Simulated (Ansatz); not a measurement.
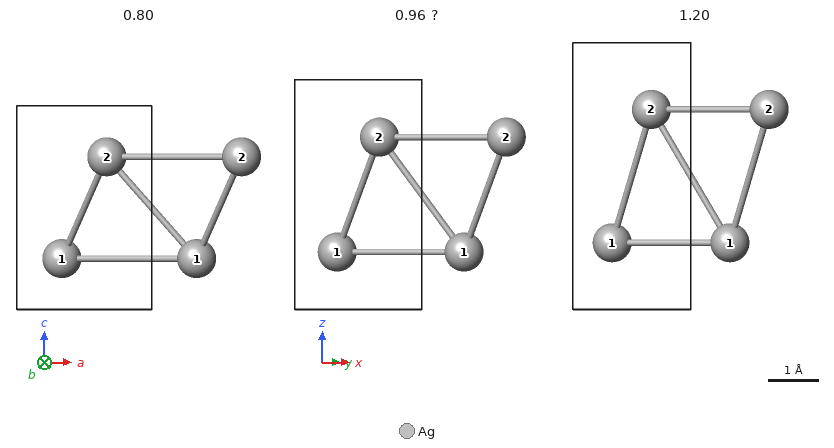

A crystal of Ag (P6_3/mmc): the ratio of the cell's length along z to its lengths across, counted as 1 for the reference, is changed at fixed volume (a c/a path), with the atoms kept at their fractional coordinates. x, y and z are the Cartesian axes of the input. The picture is a ball-and-stick view of the cell of the calculation, repeated 2 × 2 × 1 with one cell outlined, seen along the b axis.

Level of theory: DFT r2SCAN, scalar-relativistic, plane waves, PAW in Ansatz. (plane-wave cutoff 500 eV; k-point mesh 24 × 24 × 14; occupations gaussian; smearing width 0.15 eV; no spin polarisation). Energies (free energies at the smearing named) are counted from the relaxed crystal.

```json
{"axial ratio over its reference value": "0.80", "E − E(ref) (meV/atom)": "140.2"}
{"axial ratio over its reference value": "0.85", "E − E(ref) (meV/atom)": "80.2"}
{"axial ratio over its reference value": "0.92", "E − E(ref) (meV/atom)": "24.8"}
{"axial ratio over its reference value": "0.96", "E − E(ref) (meV/atom)": "?"}
{"axial ratio over its reference value": "1.00", "E − E(ref) (meV/atom)": "0.0"}
{"axial ratio over its reference value": "1.05", "E − E(ref) (meV/atom)": "6.8"}
{"axial ratio over its reference value": "1.10", "E − E(ref) (meV/atom)": "30.3"}
{"axial ratio over its reference value": "1.20", "E − E(ref) (meV/atom)": "120.3"}
```

> Estimate the missing energy from the other rows, and compare with the calculation.

A straight line between the two neighbours gives 12.4 meV/atom. A cubic through the four nearest rows (0.85, 0.92, 1.00, 1.05) gives, with Lagrange weights, (−0.0686)(80.2) + (0.5440)(24.8) + (0.6600)(0.0) + (−0.1354)(6.8) = 7.1 meV/atom. The calculation gives 7.2 meV/atom, so the cubic is 0.1 meV/atom too low and the straight line 5.2 meV/atom too high, as the curve bends upwards here.

The whole profile:

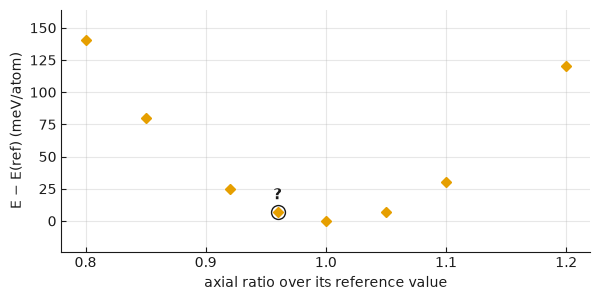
